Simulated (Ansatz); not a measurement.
Run report: Ta₅Si, geometry relaxation (part 1 of 2)

The run: geometry relaxation of Ta₅Si (slab, 6 atoms in the cell). Method and program: DFT PBEsol, scalar-relativistic, plane waves, PAW, no spin polarisation (Ansatz 0.2.0).

The structure derives from an entry of the Crystallography Open Database. The input holds or restrains some coordinates. It belongs to a series of runs on one base structure; here: Si put over a Ta atom of a lower plane. Figures and captions count atoms from 1; the log counts them from 0 in places.

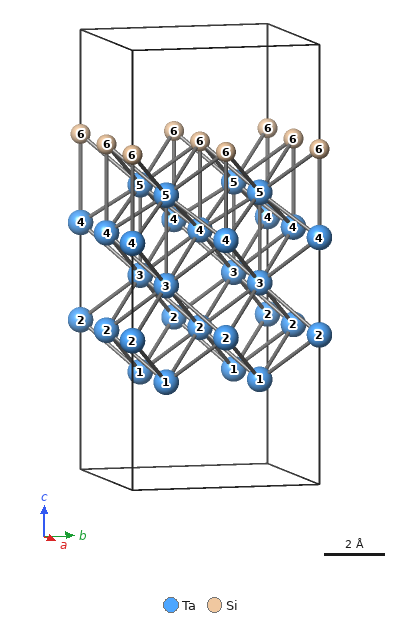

The input geometry (ball-and-stick view of the 2 × 2 repeat of the cell, with the vacuum cut short, seen slightly off an axis; atoms are numbered from 1 in the order of the input).

The input:
```yaml
crystal:
  lattice:
    - [3.2805195246, 0.0, 0.0]
    - [0.0, 3.2805195246, 0.0]
    - [0.0, 0.0, 25.5610390493]
  atoms:
    - { symbol: Ta, position: [0.5, 0.5, 0.3325373427] }
    - { symbol: Ta, position: [0.0, 0.0, 0.3967076512] }
    - { symbol: Ta, position: [0.5, 0.5, 0.4611411122] }
    - { symbol: Ta, position: [0.0, 0.0, 0.5263369554] }
    - { symbol: Ta, position: [0.5, 0.5, 0.5815099114] }
    - { symbol: Si, position: [0.0, 0.0, 0.6441051759] }
basis:
  ecutwfc: 420
kpoints:
  mp_grid: { grid: [9, 9, 1] }
hamiltonian:
  xc: pbesol
scf:
  occupations: { method: gaussian, width: 0.1 }
output:
  forces: true
  eigenvalues: true
  write_density: true
  write_potential: true
  elf: true
  volumetric_format: npy
relax:
  adjacent_minimum: "off"
  f_tol: 0.03
  max_steps: 70
  constraints: [{ sites: [0, 1] }]
efield:
  axis: 3
  dipole_correction: true
  ramp_width: 0.04
```

Run on 1 thread of Arm Neoverse V2, 24 GiB of memory available, shared host.

Launched with:
```bash
ansatz run input.yaml --threads 1 --pin off --max-ram 2560MiB --backend cpu --events-out ev --progress --plain --runs-dir out
```

Log:
```
Engine: ansatz 0.2.0, aarch64-unknown-linux-gnu
Pseudopotentials: kind: paw
Pseudopotential: Ta, paw, valence charge 13, recommended cutoff 420 eV (normal), Ta.paw.azcp
Pseudopotential: Si, paw, valence charge 4, recommended cutoff 420 eV (normal), Si.paw.azcp
Functional definition: PBEsol
  exchange = pbesol_x
  correlation = pbesol_c
Crystal: 6 atoms, lattice volume = 275.083 Å³
Basis set: ecut = 420 eV, 5421 PW (Γ), exchange–correlation on 48×48×360 points (8 copies of the dense FFT grid, shifted against one another)
Bands: 42, of which v1, the nominal top of the filled ones, is band 35 counted from 1 (34 counted from 0)
Symmetry: 8 space group operations
Space group: P4mm (ITA 99), of the structure as read, at distance tolerance 6.5e-5 Å
k-points: 15 of 81
Non-local potential: Ta, projectors of the file, l = 0: 3, l = 1: 2, l = 2: 2, l = 3: 1
Non-local potential: Si, projectors of the file, l = 0: 2, l = 1: 2, l = 2: 2
PAW form: soft (Blöchl's): semilocal exchange-correlation on the pseudo side does not see the compensation charge
PAW frozen core: Ta, regenerated for the run's functional, and the local potential with it (the file was generated under x = pbe(κ = 0.804, μ = 0.2195149727645171), c = pbe(β = 0.06672455060314922))
PAW frozen core: Si, regenerated for the run's functional, and the local potential with it (the file was generated under x = pbe(κ = 0.804, μ = 0.2195149727645171), c = pbe(β = 0.06672455060314922))
PAW one-centre angular grid: Ta, 590 points (default); XC on 64 Gauss nodes
PAW one-centre angular grid: Si, 110 points (default); XC on 64 Gauss nodes
Initial density: superposition of atomic densities (neutral atoms: chi_scale 0, normalization atom), corrected by the library's trained network
Initial wavefunctions: pseudopotential atomic-orbital guess
Functional: x = pbesol(κ = 0.804, μ = 0.12345679012345678), c = pbesol(β = 0.046)
SCF iter   1: F=—  HF=-49651.120395 eV  |F-HF|=—  |Δ(HF+E_count)|=         —  Δρ=6.60e-3  dr2=2.06e0  ethr=1.77e-3  p=-0.085 e·Å  D=-5.58e-2 V/Å  ΔV_dip=1.43 eV  dr2_dipole=1.79e-3  V_vac-E_F(+/−)=5.66/4.23 eV  ⟨swp⟩=9.0  Hψ=3219  notcnv=0
efield: sawtooth ramp at fractional position 0.9683 (placed from the atoms, in the widest stretch of the axis that holds none; the zero of the levels goes with the place), width 0.0400; the density the first Hamiltonian is built on has a dipole p = -0.085 e·Å; the dipole correction subtracts the counter field D = -5.58e-2 V/Å, which shifts the + side's vacuum level by +1.43 eV against the − side's; the planar-averaged density in the ramp window peaks in size at 2.9e-5 e/Å³
preconditioner: auto → LDOS  [metal: Δε(μ)=0.019 eV  Ē_g=4.126 eV  σ=0.100 eV  W_gap=0.11  n_scr=52 (ndim 8)  ℏωp=12.1 eV  f_vac=0.541  D(μ)=7.29/eV (n_scr^D=52)  β→1.0]
SCF iter   2: F=—  HF=-49651.043662 eV  |F-HF|=—  |Δ(HF+E_count)|=   7.67e-2  Δρ=2.66e-3  dr2=7.92e-2  ethr=1.77e-3  p=-0.055 e·Å  D=-3.65e-2 V/Å  ΔV_dip=0.93 eV  dr2_dipole=1.29e-2  V_vac-E_F(+/−)=4.98/4.05 eV  ⟨swp⟩=2.5  Hψ=814  notcnv=0  defer=19
SCF iter   3: F=—  HF=-49651.039717 eV  |F-HF|=—  |Δ(HF+E_count)|=   3.95e-3  Δρ=7.89e-4  dr2=9.53e-3  ethr=1.15e-4  p=-0.045 e·Å  D=-2.95e-2 V/Å  ΔV_dip=0.75 eV  dr2_dipole=7.17e-4  V_vac-E_F(+/−)=4.86/4.10 eV  ⟨swp⟩=2.1  Hψ=870  notcnv=0  defer=29
SCF iter   4: F=—  HF=-49651.039523 eV  |F-HF|=—  |Δ(HF+E_count)|=   1.95e-4  Δρ=2.15e-4  dr2=6.15e-4  ethr=1.38e-5  p=-0.045 e·Å  D=-2.99e-2 V/Å  ΔV_dip=0.76 eV  dr2_dipole=1.68e-5  V_vac-E_F(+/−)=4.86/4.10 eV  ⟨swp⟩=2.0  Hψ=834  notcnv=0  defer=27
iter 5 did not close the SCF: its close was put off for the readings that it lacked (scf_convergence_deferred on its scf_iter line)
SCF iter   5: F=-49651.039518 eV  HF=-49651.039524 eV  |F-HF|=6.59e-6  |Δ(HF+E_count)|=   1.69e-6  Δρ=5.31e-5  dr2=1.83e-5  ethr=8.92e-7  p=-0.044 e·Å  D=-2.91e-2 V/Å  ΔV_dip=0.74 eV  dr2_dipole=2.88e-6  V_vac-E_F(+/−)=4.84/4.10 eV  ⟨swp⟩=2.3  Hψ=835  notcnv=0  defer=27
SCF iter   6: F=-49651.039529 eV  HF=-49651.039530 eV  |F-HF|=1.28e-7  |Δ(HF+E_count)|=   5.28e-6  Δρ=1.70e-5  dr2=1.91e-6  ethr=2.65e-8  p=-0.044 e·Å  D=-2.89e-2 V/Å  ΔV_dip=0.74 eV  dr2_dipole=3.17e-9  V_vac-E_F(+/−)=4.84/4.10 eV  ⟨swp⟩=21.7  Hψ=6850  notcnv=0
SCF 1 converged in 6 iterations: F = -49651.039529 eV  dr2 = 1.91e-6
  greatest PAW one-centre occupation: 1.000 electrons in one spin orbital (limit 2), on the Ta atom at site 3 (counted from 0), in its partial waves of l = 0
relax step   1: F+E_penalty+E_count = -49651.03952938 eV  Δ(F+E_penalty+E_count) = +0.000e0 eV  max|allowed force component| = 2.800e0 eV/Å  Δτ_max = 0.0000 Å  (6 SCF iters, dr2 threshold 2.25e-5 eV, accepted)
Initial density: handed on by an earlier stage of this run
Initial wavefunctions: those handed on with the density
iter 1 solved again at ethr=2.69e-3 eV; its pass at ethr=3.10e-3 eV (dr2=1.85e0 eV) is discarded
SCF iter   1: F=—  HF=-49651.778184 eV  |F-HF|=—  |Δ(HF+E_count)|=         —  Δρ=1.14e-2  dr2=1.97e0  ethr=2.69e-3  p=-0.044 e·Å  D=-2.89e-2 V/Å  ΔV_dip=0.74 eV  dr2_dipole=1.84e-1  V_vac-E_F(+/−)=4.81/4.07 eV  ⟨swp⟩=1.4  Hψ=2386  notcnv=0  defer=23
efield: sawtooth ramp at fractional position 0.9683 (handed on by an earlier solve), width 0.0400; the density the first Hamiltonian is built on has a dipole p = -0.044 e·Å; the dipole correction subtracts the counter field D = -2.89e-2 V/Å, which shifts the + side's vacuum level by +0.74 eV against the − side's; the planar-averaged density in the ramp window peaks in size at 2.4e-6 e/Å³
preconditioner: auto → LDOS  [metal: Δε(μ)=0.032 eV  Ē_g=4.149 eV  σ=0.100 eV  W_gap=0.18  n_scr=52 (ndim 8)  ℏωp=12.1 eV  f_vac=0.544  D(μ)=4.55/eV (n_scr^D=14)  β→1.0]
SCF iter   2: F=—  HF=-49651.645978 eV  |F-HF|=—  |Δ(HF+E_count)|=   1.32e-1  Δρ=7.29e-3  dr2=9.51e-1  ethr=2.69e-3  p=-0.034 e·Å  D=-2.20e-2 V/Å  ΔV_dip=0.56 eV  dr2_dipole=2.81e-1  V_vac-E_F(+/−)=4.59/4.03 eV  ⟨swp⟩=3.2  Hψ=998  notcnv=0  defer=23
SCF iter   3: F=—  HF=-49651.574769 eV  |F-HF|=—  |Δ(HF+E_count)|=   7.12e-2  Δρ=2.19e-3  dr2=6.51e-2  ethr=1.38e-3  p=-0.034 e·Å  D=-2.26e-2 V/Å  ΔV_dip=0.58 eV  dr2_dipole=6.46e-3  V_vac-E_F(+/−)=4.68/4.11 eV  ⟨swp⟩=2.3  Hψ=1062  notcnv=0  defer=28
SCF iter   4: F=—  HF=-49651.568979 eV  |F-HF|=—  |Δ(HF+E_count)|=   5.79e-3  Δρ=4.74e-4  dr2=2.56e-3  ethr=9.44e-5  p=-0.033 e·Å  D=-2.16e-2 V/Å  ΔV_dip=0.55 eV  dr2_dipole=1.94e-5  V_vac-E_F(+/−)=4.65/4.09 eV  ⟨swp⟩=2.0  Hψ=820  notcnv=0  defer=28
SCF iter   5: F=—  HF=-49651.568437 eV  |F-HF|=—  |Δ(HF+E_count)|=   5.42e-4  Δρ=1.55e-4  dr2=2.38e-4  ethr=3.71e-6  p=-0.032 e·Å  D=-2.11e-2 V/Å  ΔV_dip=0.54 eV  dr2_dipole=2.07e-5  V_vac-E_F(+/−)=4.64/4.10 eV  ⟨swp⟩=2.5  Hψ=1060  notcnv=0  defer=28
SCF iter   6: F=-49651.568421 eV  HF=-49651.568436 eV  |F-HF|=1.52e-5  |Δ(HF+E_count)|=   8.74e-7  Δρ=5.22e-5  dr2=2.31e-5  ethr=1.45e-7  p=-0.032 e·Å  D=-2.09e-2 V/Å  ΔV_dip=0.53 eV  dr2_dipole=1.61e-7  V_vac-E_F(+/−)=4.63/4.10 eV  ⟨swp⟩=25.7  Hψ=7339  notcnv=0
SCF 2 converged in 6 iterations: F = -49651.568421 eV  dr2 = 2.31e-5
  greatest PAW one-centre occupation: 1.000 electrons in one spin orbital (limit 2), on the Ta atom at site 1 (counted from 0), in its partial waves of l = 0
relax step   2: F+E_penalty+E_count = -49651.56842097 eV  Δ(F+E_penalty+E_count) = -5.289e-1 eV  max|allowed force component| = 1.102e0 eV/Å  Δτ_max = 0.1950 Å  (6 SCF iters, dr2 threshold 1.00e-4 eV, accepted)
iter 1 solved again at ethr=1.03e-3 eV; its pass at ethr=3.10e-3 eV (dr2=7.13e-1 eV) is discarded
SCF iter   1: F=—  HF=-49651.755684 eV  |F-HF|=—  |Δ(HF+E_count)|=         —  Δρ=6.72e-3  dr2=8.23e-1  ethr=1.03e-3  p=-0.032 e·Å  D=-2.09e-2 V/Å  ΔV_dip=0.53 eV  dr2_dipole=6.49e-2  V_vac-E_F(+/−)=4.63/4.09 eV  ⟨swp⟩=1.7  Hψ=2246  notcnv=0  defer=22
efield: sawtooth ramp at fractional position 0.9683 (handed on by an earlier solve), width 0.0400; the density the first Hamiltonian is built on has a dipole p = -0.032 e·Å; the dipole correction subtracts the counter field D = -2.09e-2 V/Å, which shifts the + side's vacuum level by +0.53 eV against the − side's; the planar-averaged density in the ramp window peaks in size at 2.3e-6 e/Å³
preconditioner: auto → LDOS  [metal: Δε(μ)=0.013 eV  Ē_g=4.249 eV  σ=0.100 eV  W_gap=0.07  n_scr=52 (ndim 8)  ℏωp=12.1 eV  f_vac=0.550  D(μ)=4.91/eV (n_scr^D=14)  β→1.0]
SCF iter   2: F=—  HF=-49651.704249 eV  |F-HF|=—  |Δ(HF+E_count)|=   5.14e-2  Δρ=4.02e-3  dr2=3.46e-1  ethr=1.03e-3  p=-0.019 e·Å  D=-1.24e-2 V/Å  ΔV_dip=0.32 eV  dr2_dipole=2.53e-2  V_vac-E_F(+/−)=4.43/4.12 eV  ⟨swp⟩=3.5  Hψ=980  notcnv=0  defer=22
SCF iter   3: F=—  HF=-49651.680547 eV  |F-HF|=—  |Δ(HF+E_count)|=   2.37e-2  Δρ=1.11e-3  dr2=3.12e-2  ethr=5.02e-4  p=-0.022 e·Å  D=-1.48e-2 V/Å  ΔV_dip=0.38 eV  dr2_dipole=5.60e-3  V_vac-E_F(+/−)=4.48/4.10 eV  ⟨swp⟩=2.4  Hψ=1057  notcnv=0  defer=22
SCF iter   4: F=—  HF=-49651.679015 eV  |F-HF|=—  |Δ(HF+E_count)|=   1.53e-3  Δρ=2.95e-4  dr2=2.40e-3  ethr=4.52e-5  p=-0.021 e·Å  D=-1.37e-2 V/Å  ΔV_dip=0.35 eV  dr2_dipole=7.62e-4  V_vac-E_F(+/−)=4.45/4.10 eV  ⟨swp⟩=2.0  Hψ=789  notcnv=0  defer=22
SCF iter   5: F=—  HF=-49651.678880 eV  |F-HF|=—  |Δ(HF+E_count)|=   1.36e-4  Δρ=1.24e-4  dr2=5.03e-4  ethr=3.47e-6  p=-0.021 e·Å  D=-1.37e-2 V/Å  ΔV_dip=0.35 eV  dr2_dipole=1.04e-4  V_vac-E_F(+/−)=4.44/4.09 eV  ⟨swp⟩=2.0  Hψ=810  notcnv=0  defer=22
SCF iter   6: F=-49651.678845 eV  HF=-49651.678853 eV  |F-HF|=7.62e-6  |Δ(HF+E_count)|=   2.66e-5  Δρ=2.44e-5  dr2=9.39e-6  ethr=1.10e-7  p=-0.021 e·Å  D=-1.36e-2 V/Å  ΔV_dip=0.35 eV  dr2_dipole=8.60e-7  V_vac-E_F(+/−)=4.44/4.09 eV  ⟨swp⟩=25.7  Hψ=7429  notcnv=0
SCF 3 converged in 6 iterations: F = -49651.678845 eV  dr2 = 9.39e-6
  greatest PAW one-centre occupation: 1.000 electrons in one spin orbital (limit 2), on the Ta atom at site 4 (counted from 0), in its partial waves of l = 0
relax step   3: F+E_penalty+E_count = -49651.67884530 eV  Δ(F+E_penalty+E_count) = -1.104e-1 eV  max|allowed force component| = 6.578e-1 eV/Å  Δτ_max = 0.1947 Å  (6 SCF iters, dr2 threshold 7.59e-5 eV, accepted)
iter 1 solved again at ethr=1.62e-3 eV; its pass at ethr=3.10e-3 eV (dr2=1.12e0 eV) is discarded
SCF iter   1: F=—  HF=-49651.743077 eV  |F-HF|=—  |Δ(HF+E_count)|=         —  Δρ=6.06e-3  dr2=1.13e0  ethr=1.62e-3  p=-0.021 e·Å  D=-1.36e-2 V/Å  ΔV_dip=0.35 eV  dr2_dipole=1.28e-1  V_vac-E_F(+/−)=4.48/4.13 eV  ⟨swp⟩=1.0  Hψ=2108  notcnv=0  defer=20
efield: sawtooth ramp at fractional position 0.9683 (handed on by an earlier solve), width 0.0400; the density the first Hamiltonian is built on has a dipole p = -0.021 e·Å; the dipole correction subtracts the counter field D = -1.36e-2 V/Å, which shifts the + side's vacuum level by +0.35 eV against the − side's; the planar-averaged density in the ramp window peaks in size at 3.1e-6 e/Å³
preconditioner: auto → LDOS  [metal: Δε(μ)=0.062 eV  Ē_g=4.241 eV  σ=0.100 eV  W_gap=0.33  n_scr=52 (ndim 8)  ℏωp=12.1 eV  f_vac=0.552  D(μ)=4.46/eV (n_scr^D=12)  β→1.0]
SCF iter   2: F=—  HF=-49651.710155 eV  |F-HF|=—  |Δ(HF+E_count)|=   3.29e-2  Δρ=3.14e-3  dr2=4.32e-1  ethr=1.62e-3  p=-0.014 e·Å  D=-9.47e-3 V/Å  ΔV_dip=0.24 eV  dr2_dipole=3.11e-2  V_vac-E_F(+/−)=4.34/4.10 eV  ⟨swp⟩=2.9  Hψ=829  notcnv=0  defer=20
SCF iter   3: F=—  HF=-49651.695226 eV  |F-HF|=—  |Δ(HF+E_count)|=   1.49e-2  Δρ=9.63e-4  dr2=2.89e-2  ethr=6.27e-4  p=-0.018 e·Å  D=-1.19e-2 V/Å  ΔV_dip=0.30 eV  dr2_dipole=1.69e-3  V_vac-E_F(+/−)=4.42/4.12 eV  ⟨swp⟩=1.9  Hψ=828  notcnv=0  defer=20
SCF iter   4: F=—  HF=-49651.692848 eV  |F-HF|=—  |Δ(HF+E_count)|=   2.38e-3  Δρ=2.07e-4  dr2=7.38e-4  ethr=4.19e-5  p=-0.018 e·Å  D=-1.21e-2 V/Å  ΔV_dip=0.31 eV  dr2_dipole=1.73e-4  V_vac-E_F(+/−)=4.42/4.11 eV  ⟨swp⟩=2.0  Hψ=861  notcnv=0  defer=20
SCF iter   5: F=-49651.692758 eV  HF=-49651.692781 eV  |F-HF|=2.25e-5  |Δ(HF+E_count)|=   6.74e-5  Δρ=5.88e-5  dr2=2.52e-5  ethr=9.71e-8  p=-0.019 e·Å  D=-1.22e-2 V/Å  ΔV_dip=0.31 eV  dr2_dipole=8.90e-6  V_vac-E_F(+/−)=4.42/4.11 eV  ⟨swp⟩=25.1  Hψ=7530  notcnv=0
SCF 4 converged in 5 iterations: F = -49651.692758 eV  dr2 = 2.52e-5
relax step   4: F+E_penalty+E_count = -49651.69275831 eV  Δ(F+E_penalty+E_count) = -1.391e-2 eV  max|allowed force component| = 2.538e-1 eV/Å  Δτ_max = 0.1091 Å  (5 SCF iters, dr2 threshold 6.70e-5 eV, accepted)
iter 1 solved again at ethr=4.44e-4 eV; its pass at ethr=3.10e-3 eV (dr2=3.06e-1 eV) is discarded
SCF iter   1: F=—  HF=-49651.708144 eV  |F-HF|=—  |Δ(HF+E_count)|=         —  Δρ=2.83e-3  dr2=3.03e-1  ethr=4.44e-4  p=-0.019 e·Å  D=-1.22e-2 V/Å  ΔV_dip=0.31 eV  dr2_dipole=5.16e-2  V_vac-E_F(+/−)=4.41/4.10 eV  ⟨swp⟩=1.0  Hψ=1777  notcnv=0  defer=21
efield: sawtooth ramp at fractional position 0.9683 (handed on by an earlier solve), width 0.0400; the density the first Hamiltonian is built on has a dipole p = -0.019 e·Å; the dipole correction subtracts the counter field D = -1.22e-2 V/Å, which shifts the + side's vacuum level by +0.31 eV against the − side's; the planar-averaged density in the ramp window peaks in size at 2.8e-6 e/Å³
preconditioner: auto → LDOS  [metal: Δε(μ)=0.019 eV  Ē_g=4.215 eV  σ=0.100 eV  W_gap=0.10  n_scr=52 (ndim 8)  ℏωp=12.1 eV  f_vac=0.550  D(μ)=6.01/eV (n_scr^D=36)  β→1.0]
SCF iter   2: F=—  HF=-49651.699088 eV  |F-HF|=—  |Δ(HF+E_count)|=   9.06e-3  Δρ=8.71e-4  dr2=1.04e-2  ethr=4.39e-4  p=-0.019 e·Å  D=-1.26e-2 V/Å  ΔV_dip=0.32 eV  dr2_dipole=2.60e-3  V_vac-E_F(+/−)=4.44/4.12 eV  ⟨swp⟩=1.5  Hψ=624  notcnv=0  defer=21
SCF iter   3: F=—  HF=-49651.698215 eV  |F-HF|=—  |Δ(HF+E_count)|=   8.74e-4  Δρ=5.06e-4  dr2=9.76e-3  ethr=1.50e-5  p=-0.020 e·Å  D=-1.34e-2 V/Å  ΔV_dip=0.34 eV  dr2_dipole=6.04e-4  V_vac-E_F(+/−)=4.44/4.10 eV  ⟨swp⟩=2.5  Hψ=1040  notcnv=0  defer=21
SCF iter   4: F=—  HF=-49651.697776 eV  |F-HF|=—  |Δ(HF+E_count)|=   4.38e-4  Δρ=1.13e-4  dr2=1.82e-4  ethr=1.41e-5  p=-0.020 e·Å  D=-1.30e-2 V/Å  ΔV_dip=0.33 eV  dr2_dipole=7.50e-5  V_vac-E_F(+/−)=4.44/4.10 eV  ⟨swp⟩=1.5  Hψ=639  notcnv=0  defer=21
SCF iter   5: F=—  HF=-49651.697815 eV  |F-HF|=—  |Δ(HF+E_count)|=   3.83e-5  Δρ=3.89e-5  dr2=7.70e-6  ethr=1.39e-8  p=-0.020 e·Å  D=-1.30e-2 V/Å  ΔV_dip=0.33 eV  dr2_dipole=7.33e-7  V_vac-E_F(+/−)=4.44/4.10 eV  ⟨swp⟩=23.8  Hψ=7243  notcnv=0
SCF iter   6: F=-49651.697813 eV  HF=-49651.697816 eV  |F-HF|=2.94e-6  |Δ(HF+E_count)|=   8.36e-7  Δρ=1.43e-5  dr2=2.82e-6  ethr=1.12e-8  p=-0.020 e·Å  D=-1.30e-2 V/Å  ΔV_dip=0.33 eV  dr2_dipole=8.46e-7  V_vac-E_F(+/−)=4.43/4.10 eV  ⟨swp⟩=13.3  Hψ=5796  notcnv=0
SCF 5 converged in 6 iterations: F = -49651.697813 eV  dr2 = 2.82e-6
relax step   5: F+E_penalty+E_count = -49651.69781270 eV  Δ(F+E_penalty+E_count) = -5.054e-3 eV  max|allowed force component| = 1.479e-2 eV/Å  Δτ_max = 0.0442 Å  (6 SCF iters, dr2 threshold 9.59e-6 eV, accepted)
iter 1 solved again at ethr=4.06e-9 eV; its pass at ethr=3.10e-3 eV (dr2=2.80e-6 eV) is discarded
SCF iter   1: F=—  HF=-49651.697851 eV  |F-HF|=—  |Δ(HF+E_count)|=         —  Δρ=1.43e-5  dr2=2.79e-6  ethr=4.06e-9  p=-0.020 e·Å  D=-1.30e-2 V/Å  ΔV_dip=0.33 eV  dr2_dipole=8.28e-7  V_vac-E_F(+/−)=4.43/4.10 eV  ⟨swp⟩=1.0  Hψ=1620  notcnv=0
efield: sawtooth ramp at fractional position 0.9683 (handed on by an earlier solve), width 0.0400; the density the first Hamiltonian is built on has a dipole p = -0.020 e·Å; the dipole correction subtracts the counter field D = -1.30e-2 V/Å, which shifts the + side's vacuum level by +0.33 eV against the − side's; the planar-averaged density in the ramp window peaks in size at 2.3e-6 e/Å³
preconditioner: auto → LDOS  [metal: Δε(μ)=0.065 eV  Ē_g=4.217 eV  σ=0.100 eV  W_gap=0.33  n_scr=52 (ndim 8)  ℏωp=12.1 eV  f_vac=0.551  D(μ)=5.68/eV (n_scr^D=26)  β→1.0]
SCF iter   2: F=—  HF=-49651.697816 eV  |F-HF|=—  |Δ(HF+E_count)|=   3.53e-5  Δρ=1.07e-5  dr2=1.07e-6  ethr=4.05e-9  p=-0.020 e·Å  D=-1.30e-2 V/Å  ΔV_dip=0.33 eV  dr2_dipole=1.81e-7  V_vac-E_F(+/−)=4.43/4.10 eV  ⟨swp⟩=2.0  Hψ=978  notcnv=0
SCF iter   3: F=—  HF=-49651.697816 eV  |F-HF|=—  |Δ(HF+E_count)|=   4.77e-8  Δρ=3.39e-6  dr2=2.01e-7  ethr=1.55e-9  p=-0.020 e·Å  D=-1.30e-2 V/Å  ΔV_dip=0.33 eV  dr2_dipole=7.29e-8  V_vac-E_F(+/−)=4.43/4.10 eV  ⟨swp⟩=2.1  Hψ=955  notcnv=0
SCF iter   4: F=-49651.697816 eV  HF=-49651.697816 eV  |F-HF|=3.36e-8  |Δ(HF+E_count)|=   3.06e-8  Δρ=1.41e-6  dr2=4.15e-8  ethr=1.45e-10  p=-0.020 e·Å  D=-1.30e-2 V/Å  ΔV_dip=0.33 eV  dr2_dipole=6.61e-9  V_vac-E_F(+/−)=4.43/4.10 eV  ⟨swp⟩=11.5  Hψ=4651  notcnv=0
SCF 6 converged in 4 iterations: F = -49651.697816 eV  dr2 = 4.15e-8
relax step   6: F+E_penalty+E_count = -49651.69781578 eV  Δ(F+E_penalty+E_count) = -3.085e-6 eV  max|allowed force component| = 1.567e-2 eV/Å  Δτ_max = 0.0000 Å  (4 SCF iters, accepted)
```
